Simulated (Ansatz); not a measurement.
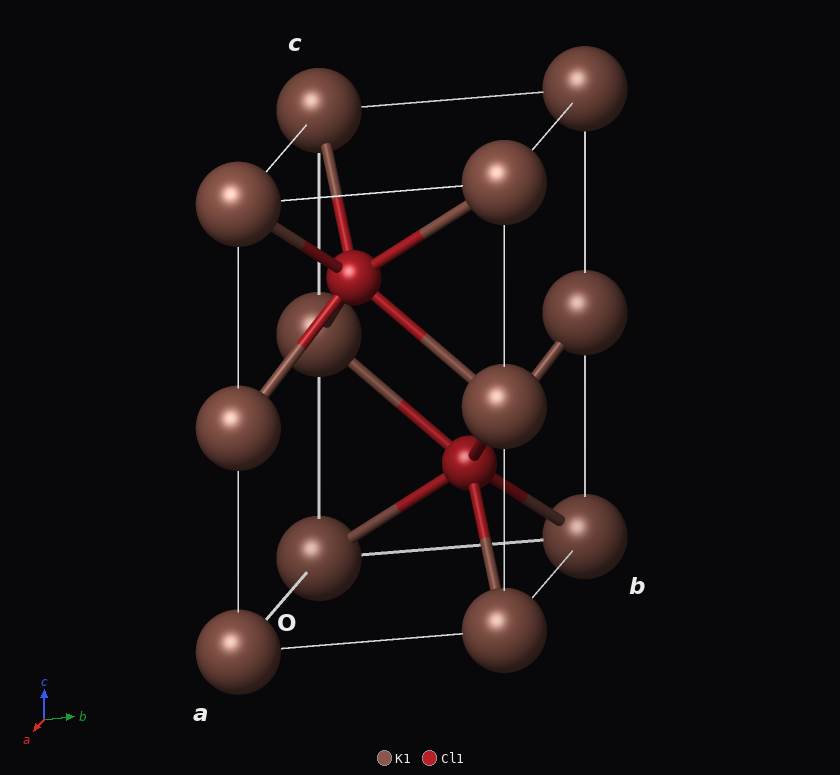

One unit cell; atoms that symmetry makes equivalent share a colour (atoms on faces, edges and corners are repeated). Crystal: KCl, the geometry relaxed with DFT PBEsol, scalar-relativistic, plane waves, PAW in Ansatz 0.2.0; the starting structure was generated, so it need not be a known form of this composition. All values are computed from the atomic coordinates in the standard setting (tolerance 0.002 Å).

a = 4.306 Å, b = 4.306 Å, c = 7.577 Å, α = 90.00°, β = 90.00°, γ = 120.00°; space group P6₃/mmc, No. 194.

One atom of each site: K1 (0, 0, 0); Cl1 (1/3, 2/3, 1/4).

**Give the multiplicity, Wyckoff letter and site symmetry of each site.**

```csv
site,Wyckoff,symmetry
K1,2a,-3m.
Cl1,2c,-6m2
```

**How many free positional parameters does the structure have?**

0: K1 0, Cl1 0.
